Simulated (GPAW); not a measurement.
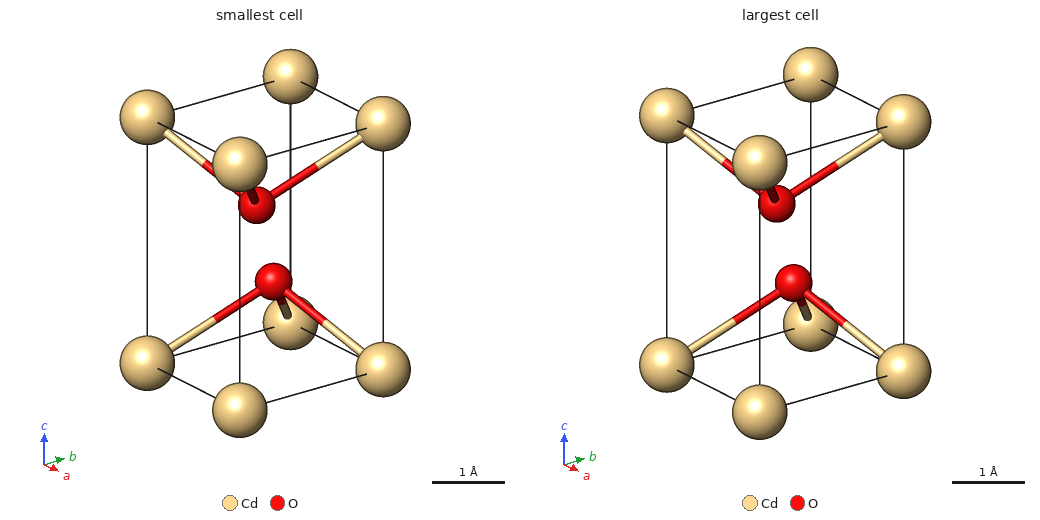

CdO₂, cadmium iodide (CdI₂, 1T) type, space group P-3m1 (No. 164), relaxed (cell and atoms, zero pressure) with five choices of dispersion term on top of PBEsol; the smallest and the largest of the relaxed conventional cells are drawn to one scale (sticks follow a distance rule). The start was a structure listed in the Materials Project. It needn't be the stable form of this composition.

Alike in all runs: GPAW 26.7.0; functional PBEsol; potentials PAW data sets generated in the run's folder for this functional; cutoff 800 eV; k mesh 7 × 7 × 5 on the run's cell of 3 atoms; occupations fermi-dirac, width 0.05 eV; no spin polarisation; no spin-orbit coupling. All runs are metallic.

```tsv
level	volume (Å³/atom)	a (Å)	c (Å)
D3(BJ)	11.34	3.334	3.533
D4	11.40	3.338	3.545
D3(BJ)-ATM	?	?	?
D3	11.43	3.342	3.545
none	11.60	3.348	3.584
```

Fill in the row of D3(BJ)-ATM.

Answer. Volume 11.39 Å³/atom; a 3.336 Å; c 3.544 Å. That is between D3(BJ) and D4 in volume.

Order the levels by the relaxed volume, smallest first.

Answer. D3(BJ) (11.34 Å³/atom), D3(BJ)-ATM (11.39 Å³/atom), D4 (11.40 Å³/atom), D3 (11.43 Å³/atom), none (11.60 Å³/atom). Rows within a few tenths of a per cent can't be told apart.

Caveat: semilocal functionals underestimate gaps, so a compound with a small gap can come out metallic; later steps reuse the first step's grids; the relaxed volumes lie -22 to -20 % from the starting cell; pairwise dispersion terms can overbind metals strongly.
